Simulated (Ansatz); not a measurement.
Consider TiC.

Input file:

```
crystal:
  lattice:
    - [0.0, 2.20728, 2.164]
    - [2.12072, 0.0, 2.164]
    - [2.12072, 2.20728, 0.0]
  atoms:
    - { symbol: Ti, position: [0.0, 0.0, 0.0] }
    - { symbol: C, position: [0.5, 0.5, 0.5] }
basis:
  ecutwfc: 420
kpoints:
  mp_grid: { grid: [18, 18, 18] }
hamiltonian:
  xc: pbesol
scf:
  occupations: { method: gaussian, width: 0.15 }
output:
  forces: true
  stress: true
  eigenvalues: true
  write_density: true
  write_potential: true
  elf: true
  volumetric_format: npy
```

Command:

```sh
ansatz run input.yaml --threads 1 --pin off --max-ram 2560MiB --backend cpu --events-out ev --progress --plain --runs-dir out
```

Below, planes, directions and counts refer to the conventional cell (a = 4.24 Å, b = 4.33 Å, c = 4.41 Å, α = 90.00°, β = 90.00°, γ = 90.00°).

Space group Fmmm; changed on purpose from its base cell (strain -0.0200 x Voigt [1, -1, 0, 0, 0, 0], atoms carried along); computed pressure about −5 GPa in this cell; computed without spin polarisation.

Computed with DFT PBEsol, scalar-relativistic, plane waves, PAW in Ansatz.

> Predict the valence pseudo-density and electron localisation function between the atoms.

Ti–C (2.16 Å): the density is about 0.51 e/Å³ at the midpoint; the ELF peaks at about 0.80 in the valence shell of C, 0.7 Å from its nucleus, and is about 0.30 at the midpoint.
Ti–C (2.21 Å): ρ is about 0.47 e/Å³ halfway; the ELF peaks at about 0.80 in the valence shell of C, 0.7 Å from its nucleus, and is about 0.25 at the midpoint.

> Does the calculation give a band gap?

It is metallic or semimetallic at this level of theory: no gap opens.

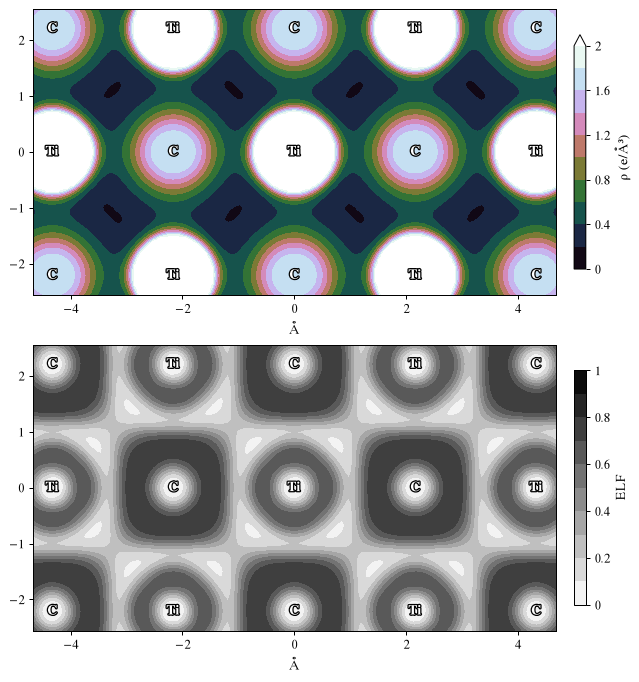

Computed valence pseudo-density and electron localisation function on the (100) plane of the conventional cell, in this order. 
